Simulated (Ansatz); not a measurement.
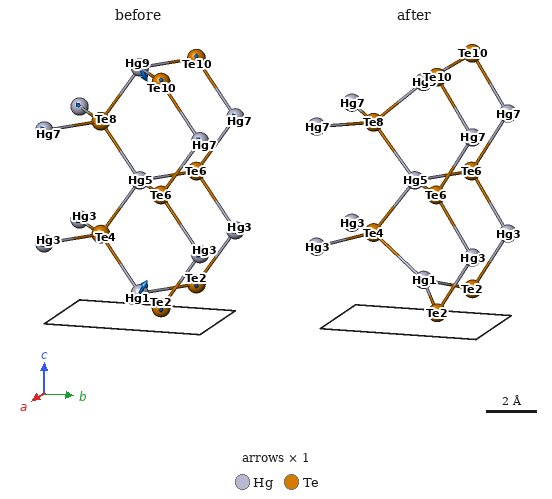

The structure of a slab of composition HgTe (cut from the F-43m phase) before (left) and after (right) a relaxation, at one scale. The blue arrows give the displacements, at their true length.

A ball-and-stick model of the cell of the calculation, outlined in the plane, without the vacuum, seen slightly off an axis.

The slab is the (1 1 0) face of HgTe.

Level of theory: DFT PBE, scalar-relativistic, plane waves, PAW (Ansatz 0.2.0). Settings: plane-wave cutoff 420 eV; k-point mesh 8 × 5 × 1; occupations gaussian; smearing width 0.1 eV; no spin polarisation; dipole correction; atoms relaxed in a fixed cell; force threshold 0.02 eV/Å; at most 60 steps.

> What changed between the two?

The largest moves relative to the layer's centre, 0.67 Å, are those of Hg1 and Hg9. Hg9 goes at 29° to the normal (−c side). Largest moves by element: Hg 0.67 Å, Te 0.20 Å. The lattice vectors keep their values. Among the contacts that change: Hg1–Te4 2.879 → 2.804 Å, Hg1–Te2 2.879 → 2.814 Å, Hg3–Te6 2.879 → 2.939 Å, Hg7–Te10 2.879 → 2.838 Å. Among the angles between lasting bonds that change: Hg7–Te10–Hg9 109.5° → 90.9°, Hg1–Te4–Hg5 109.5° → 93.0°, Te2–Hg1–Te4 109.5° → 122.8°. The energy falls by 0.904 eV per cell of the calculation in 5 geometry steps. The largest force component goes from 0.79 to 0.016 eV/Å. Cost: 3.7 min on 4 threads of Arm Neoverse V2, with other jobs on the host, peak memory 2.3 GiB.
